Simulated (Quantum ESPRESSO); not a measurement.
# CdS (Hawleyite): from Born charge to LO-TO splitting

Wanted: the LO mode of CdS (Hawleyite) from the TO mode and the field response.

Method: DFT PBE, scalar-relativistic, plane waves, PseudoDojo norm-conserving pseudopotentials, in Quantum ESPRESSO 7.5.

**1. The relaxed structure**

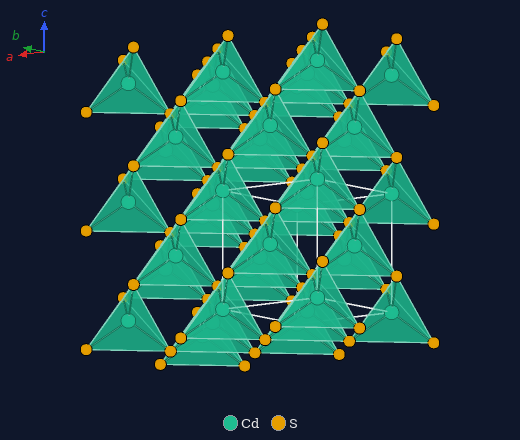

Start, viewed from a free direction; cadmium teal, sulfur orange. 2×1×2 cells are drawn. This picture shows the conventional cell, with its axes. Some periodic images of atoms are drawn too.

This is the cell after its relaxation at this level of theory, not the database cell from which that began.

**2. What the response run gave**

A linear-response run on the relaxed cell, with the response to an electric field; only its zone-centre results are used. Cutoff 112 Ry, k mesh 8×8×8.

What it wrote:

```text
[banners, grids, parts of the stress and lines that vanish by symmetry left out]
Program PHONON v.7.5
     Reading xml data from directory:

[...]
Exchange-correlation= PBE
                           (   1   4   3   4   0   0   0)
[...]
kinetic-energy cut-off    =     112.0000  Ry
     charge density cut-off    =     448.0000  Ry
     convergence threshold     =      1.0E-18
[...]
Exchange-correlation= PBE
                           (   1   4   3   4   0   0   0)
[...]
q = (   0.0000000   0.0000000   0.0000000 )
     25 Sym.Ops. (with q -> -q+G )
     G cutoff = 1424.5792  (  56377 G-vectors)     FFT grid: ( 54, 54, 54)
     number of k points=    29
[...]
Mode symmetry, T_d (-43m)  point group:
[...]
Dielectric constant
[...]
End of electric fields calculation
          Dielectric constant in cartesian axis
          (       6.798178707       0.000000000      -0.000000000 )
          (       0.000000000       6.798178707      -0.000000000 )
          (      -0.000000000       0.000000000       6.798178707 )
          Effective charges (d Force / dE) in cartesian axis without acoustic sum rule applied (asr)
           atom    1  Cd    Mean Z*:        2.24687
      Ex  (        2.24687       -0.00000       -0.00000 )
      Ey  (       -0.00000        2.24687        0.00000 )
      Ez  (       -0.00000       -0.00000        2.24687 )
           atom    2  S     Mean Z*:       -2.26704
      Ex  (       -2.26704        0.00000        0.00000 )
      Ey  (        0.00000       -2.26704        0.00000 )
      Ez  (        0.00000        0.00000       -2.26704 )
          Effective charges Sum: Mean:       -0.02017
[...]
Effective charges (d Force / dE) in cartesian axis with asr applied:
           atom    1  Cd    Mean Z*:        2.25696
[...]
atom    2  S     Mean Z*:       -2.25696
[...]
Representation #   1 modes #   1   2   3
[...]
End of self-consistent calculation
     Convergence has been achieved
     Representation #   2 modes #   4   5   6
[...]
End of self-consistent calculation
     Convergence has been achieved
[...]
Dielectric constant in cartesian axis
          (       6.798178707       0.000000000      -0.000000000 )
          (       0.000000000       6.798178707      -0.000000000 )
          (      -0.000000000       0.000000000       6.798178707 )
          Effective charges (d Force / dE) in cartesian axis without acoustic sum rule applied (asr)
           atom    1  Cd    Mean Z*:        2.24687
      Ex  (        2.24687       -0.00000       -0.00000 )
      Ey  (       -0.00000        2.24687        0.00000 )
      Ez  (       -0.00000       -0.00000        2.24687 )
           atom    2  S     Mean Z*:       -2.26704
      Ex  (       -2.26704        0.00000        0.00000 )
      Ey  (        0.00000       -2.26704        0.00000 )
      Ez  (        0.00000        0.00000       -2.26704 )
          Effective charges Sum: Mean:       -0.02017
[...]
Effective charges (d Force / dE) in cartesian axis with asr applied:
           atom    1  Cd    Mean Z*:        2.25696
[...]
atom    2  S     Mean Z*:       -2.25696
[...]
q = (    0.000000000   0.000000000   0.000000000 )
[...]
freq (    1) =      -0.048513 [THz] =      -1.618222 [cm-1]
     freq (    2) =      -0.048513 [THz] =      -1.618222 [cm-1]
     freq (    3) =      -0.048513 [THz] =      -1.618222 [cm-1]
     freq (    4) =       6.479861 [THz] =     216.144908 [cm-1]
     freq (    5) =       6.479861 [THz] =     216.144908 [cm-1]
     freq (    6) =       6.479861 [THz] =     216.144908 [cm-1]
[...]
Mode symmetry, T_d (-43m)  point group:
     freq (   1-   3) =         -1.6  [cm-1]   --> T_2  G_15 P_4   I+R
     freq (   4-   6) =        216.1  [cm-1]   --> T_2  G_15 P_4   I+R

   JOB DONE.
```

| quantity | value |
| --- | --- |
| cell volume Ω (Å³) | 52.107 |
| mass of Cd (u) | 112.414 |
| mass of S (u) | 32.060 |
| Born charge of Cd, raw (e) | 2.247 |
| Born charge of S, raw (e) | -2.267 |
| ε∞ | 6.798 |
| ω(TO) after the sum rule (cm⁻¹) | 216.2 |

**3. The calculation**

The charges must sum to zero over the cell; taking off their mean, -0.010 e, leaves Z* = 2.257 e on Cd. In the polar mode Cd moves against S, so the reduced mass is μ = 112.41 × 32.06 / 144.47 = 24.946 u.

A longitudinal wave builds up a field that adds to the restoring force: ω(LO)² = ω(TO)² + 4π Z*² / (μ Ω ε∞), in Hartree atomic units. With μ = 45473 electron masses and Ω = 351.64 bohr³ the second term is 5.8886e-07 Ha², or 28365 cm⁻² (1 Ha = 219474.6 cm⁻¹).

So ω(LO) = √(46725 + 28365) = 274.0 cm⁻¹, and by the Lyddane-Sachs-Teller relation ε₀ = ε∞ (ω(LO)/ω(TO))² = 10.93.

**4. Check against the program**

The analysis program adds the same non-analytic term to the full matrix, here for q along (1 0 0).

What it wrote:

```text
[banner, memory and clock lines left out]
Program DYNMAT v.7.5

     Reading Dynamical Matrix from file g.dyn
     ...Force constants read
     ...epsilon and Z* read

     Polarizability (A^3 units)
     multiply by 0.340980 for Clausius-Mossotti correction
        24.042390    0.000000   -0.000000
         0.000000   24.042390    0.000000
        -0.000000   -0.000000   24.042390

     IR activities are in (D/A)^2/amu units

# mode   [cm-1]    [THz]      IR
    1      0.00    0.0000    0.0000
    2      0.00    0.0000    0.0000
    3      0.00    0.0000    0.0000
    4    216.16    6.4802    4.7111
    5    216.16    6.4802    4.7111
    6    274.02    8.2150    4.7111
```

ε₀ comes from the program's run without a direction of q.

| quantity | by hand | program |
| --- | --- | --- |
| ω(LO) (cm⁻¹) | 274.0 | 274.0 |
| ε₀ | 10.93 | 10.93 |

**5. What came out**

```
TO mode                    : 216.2 cm⁻¹
LO mode                    : 274.0 cm⁻¹
static dielectric constant : 10.93
```

What this shows: The LO mode of CdS (Hawleyite) lies at 274 cm⁻¹, 58 cm⁻¹ above the TO mode; the formula meets the program within 0.1 cm⁻¹, as it must for a cubic crystal with one polar mode. ω(LO)² − ω(TO)² goes with Z*²/ε∞: an error of 5 % in ε∞ would move the LO mode by 2.5 cm⁻¹, and semilocal functionals tend to overestimate ε∞. The raw charges miss their sum by 0.020 e, a sign that the k mesh is short for the field response, so ε∞ may be some per cent too high. These are harmonic values at zero temperature, at the volume of this functional, for the structure held cubic; stability elsewhere in the zone is no part of this calculation.

[Host names and launcher messages were left out of these logs when they were recorded.]

[Logs are printed without paths, hosts, clocks, repeated set-up lines and the standing remarks that a program may print on its own settings, such as how far it seeks lower states.]

[Hosts, paths, dates, database ids (printed as entryN), source tags and the programs' standing remarks are cut or masked in the printed files.]
